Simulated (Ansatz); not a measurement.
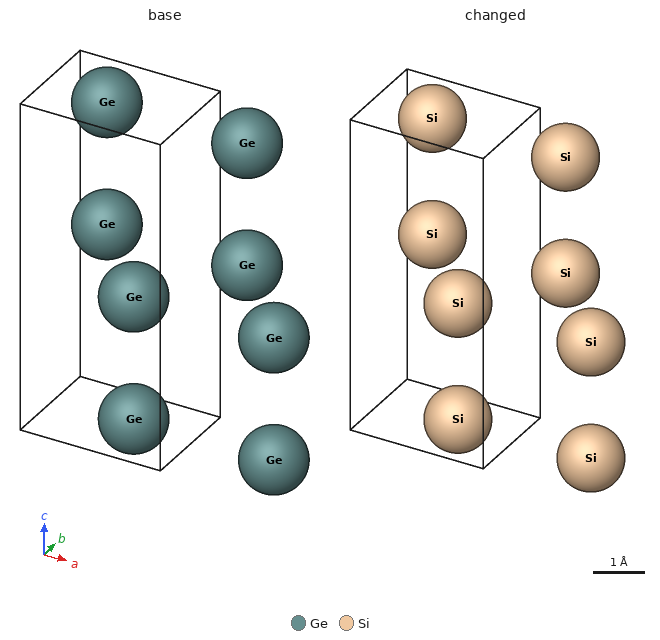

Left: crystalline Ge (set up in P6_3/mmc). Right: the same structure after one change, at the same scale. The picture is a spheres-only view of the cell of the calculation, repeated 2 × 1 × 1 with one cell outlined, seen slightly off an axis.

Level of theory: Ansatz, DFT PBE, scalar-relativistic, plane waves, PAW. (plane-wave cutoff 420 eV; k-point mesh 12 × 12 × 6; occupations gaussian; no spin polarisation) Smearing widths differ between the runs.

> What distinguishes the right structure from the left one?

Every germanium atom is replaced by silicon, which gives Si. Cell and atoms are relaxed again (to zero pressure within 0.1 GPa, forces under 0.01 eV/Å).

> How do the computed properties respond?

The volume per atom goes from 23.86 to 20.45 Å³. The volume changes by −14.3 %, with a = b 4.058 → 3.852 Å (−5.1 %), c 6.693 → 6.366 Å (−4.9 %). The space group stays P6_3/mmc (No. 194).
